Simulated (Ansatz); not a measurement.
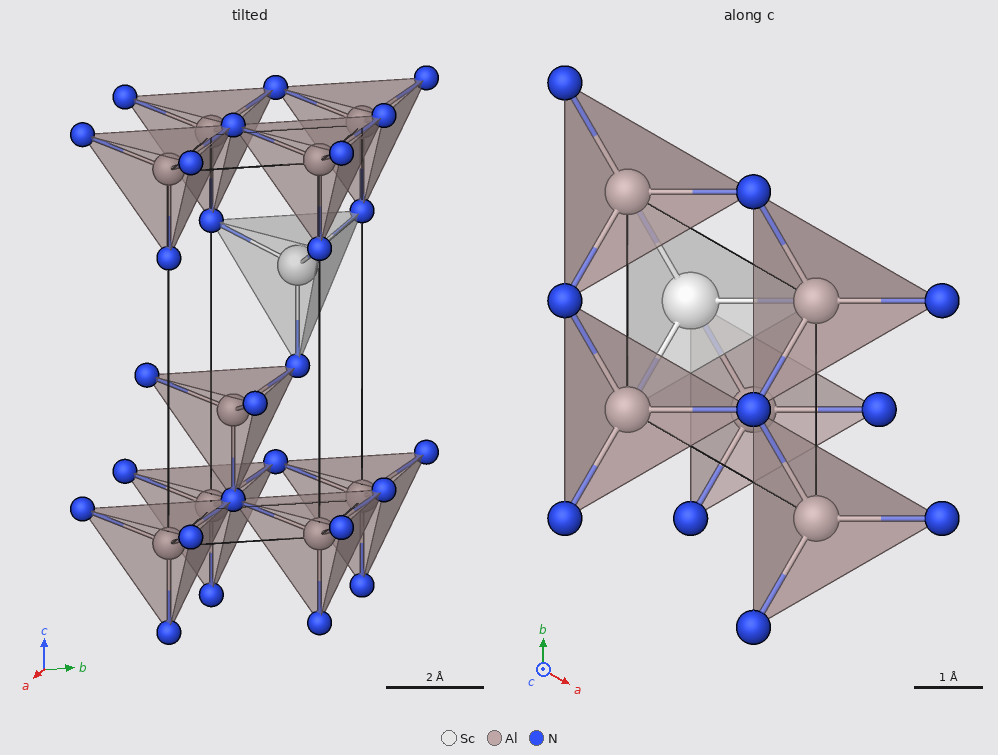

Shown here is a polyhedral view of the crystal, taken slightly off an axis and along the c axis. The lines enclose the conventional unit cell; boundary atoms appear with their images. A few atoms beyond the faces are included. Cell: a = 3.22 Å, b = 3.22 Å, c = 8.00 Å, α = 90.00°, β = 90.00°, γ = 120.00°.

The model was built from a structure type filled with these elements by a generator (whether the compound takes this form wasn't checked). Earlier steps of the study may have refined or changed the cell and positions. It was run through Ansatz as a DFT input.

> Notes on the structure:

The material is ScAl$_{2}$N$_{3}$. It takes space group P3m1 (No. 156) on a primitive hexagonal lattice. It has 6 atoms to the cell (1 Sc, 2 Al, 3 N). The polyhedra are AlN4 tetrahedra and ScN4 tetrahedra; they share corners. Each Sc has four N in a distorted tetrahedral arrangement at about 2.0 to 2.1 Å. The coordination shell of Al holds four N in a tetrahedral arrangement at about 1.9 to 2.0 Å. N takes three kinds of site: 1c with four Al in a tetrahedral arrangement at about 1.9 Å; 1b with three Al and one Sc in a distorted tetrahedral arrangement (about 2.0 Å to Al, 2.1 Å to Sc); 1a with three Sc and one Al in a distorted tetrahedral arrangement (about 2.0 Å to Sc, 1.9 Å to Al). The bonds build a three-dimensional framework.

Electronic-structure method: DFT PBE, scalar-relativistic, plane waves, PAW (Ansatz). Parameters: plane waves to 420 eV, Brillouin-zone sampling on a 12×12×4 mesh, Gaussian smearing of 0.02 eV, no spin polarisation.

> What is the electronic character?

A semiconductor at this level, with a gap of 2.94 eV, indirect.

> How charged are the atoms, by the Bader scheme?

Sc +1.77 e; Al +2.40 e; N -2.40 to -1.89 e.

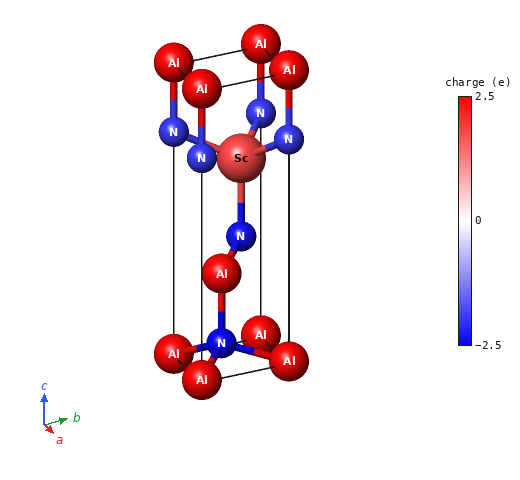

The atoms coloured by those charges. The run's cell of 6 atoms is drawn.

> Is this an equilibrium geometry for the method given?

Yes. All forces vanish to within 0.01 eV/Å. The pressure is 0.0 GPa, close to zero.
